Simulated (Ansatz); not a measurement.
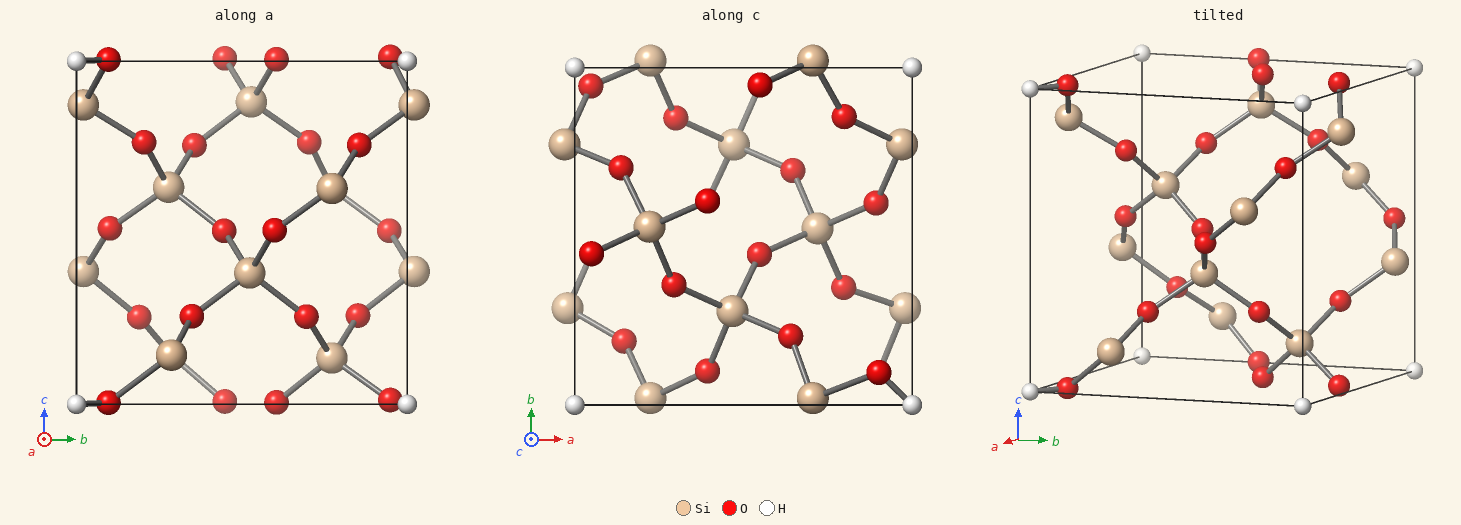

Ball-and-stick drawing of the structure, looking along the a axis, along the c axis and slightly off an axis. One simulation cell is framed, with atoms on its boundary repeated. Cell: a = 7.108 Å, b = 7.108 Å, c = 7.372 Å, α = 90.00°, β = 90.00°, γ = 90.00°.

Chemical formula Si₈HO₁₆. There is no symmetry operation other than the lattice translations (P1). Counting shared atoms by their share gives 8 Si, 1 H, 16 O, or 25 atoms. The neighbours of Si are four O in a distorted tetrahedral arrangement at about 1.6 to 1.8 Å. H is surrounded by one O at about 1.0 Å. The bonds build a three-dimensional framework.

It goes back to a structure listed in the Materials Project, repeated into a supercell with a point defect put in. The atoms were relaxed in a fixed cell with DFT PBE, scalar-relativistic, plane waves, PAW (Ansatz 0.2.0).
